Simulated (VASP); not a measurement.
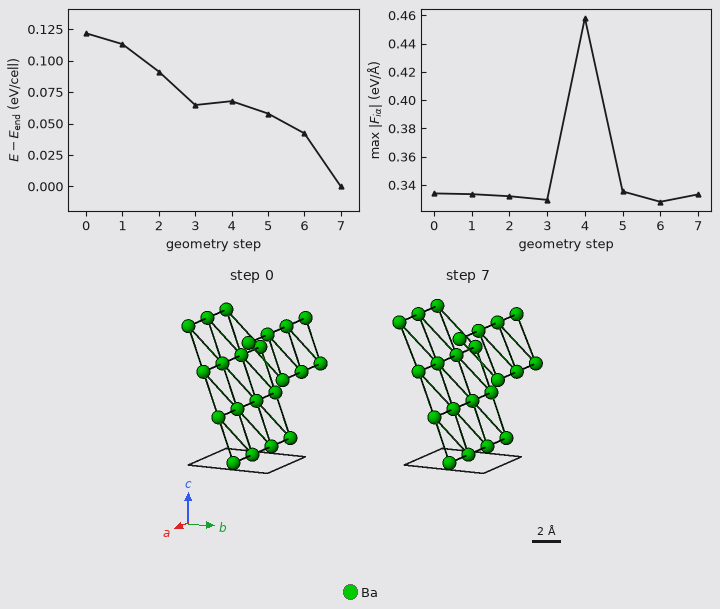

First and last geometry of a relaxation of a slab of composition Ba, with the history of the run. The picture is a ball-and-stick view of the 2 × 1 repeat of the cell, outlined in the plane, without the vacuum, seen slightly off an axis.

The run lets the atoms move in a fixed cell. 2 atoms are held fixed.

The calculation used VASP, Kohn-Sham DFT of a periodic cell, PBE, VASP PAW PBE potentials, recommended.

The input:
```
SYSTEM = Ba
ALGO     = Normal         ! electronic algorithm
DIPOL    = 0.5 0.5 0.500
EDIFF    = 1E-6           ! SCF threshold, eV
EDIFFG   = -0.01          ! ionic threshold
ENCUT    = 520            ! plane-wave cutoff, eV
GGA      = PE             ! functional
IBRION   = 2              ! ionic algorithm
IDIPOL   = 3            
ISIF     = 2              ! what is computed and relaxed
ISMEAR   = 0              ! smearing method
LASPH    = .True.         ! aspherical terms in the spheres
LCHARG   = .False.        ! write CHGCAR
LDIPOL   = .True.       
LREAL    = .False.        ! projectors in reciprocal space
LWAVE    = .False.        ! write WAVECAR
NELM     = 80             ! most SCF steps
NSW      = 40             ! ionic steps
PREC     = Accurate       ! precision mode
SIGMA    = 0.05           ! smearing width, eV
```

Launched with:
```bash
cat potpaw_PBE.64/Ba_sv/POTCAR > POTCAR
mpirun -np 1 vasp_std > vasp.out
```

What do the curves and the structures tell?

The run was cut off at its time limit before the relaxation converged, so the last structure is only a point on the way. The largest move is that of a Ba atom, 0.50 Å at 62° to the normal (+c side). The cell stays as it was. Near-neighbour distances that change, for instance: Ba–Ba 3.910 → 4.307 Å, Ba–Ba 4.141 → 4.414 Å, Ba–Ba 3.910 → 3.950 Å, Ba–Ba 4.141 → 4.160 Å. Among the angles between lasting bonds that change: Ba–Ba–Ba 61.8° → 56.7°, Ba–Ba–Ba 56.3° → 60.4°, Ba–Ba–Ba 123.7° → 119.6°. The energy falls by 0.122 eV per cell of the calculation in 7 geometry steps. Largest force component: 0.33 eV/Å at the start, 0.33 eV/Å at the end.

```
step  E − E(0), meV/atom  largest force component, eV/Å
   0                0.00                         0.3341
   1               -2.16                         0.3336
   2               -7.61                         0.3321
   3              -14.27                         0.3295
   4              -13.50                         0.4582
   5              -15.95                         0.3355
   6              -19.89                         0.3282
   7              -30.45                         0.3334
```
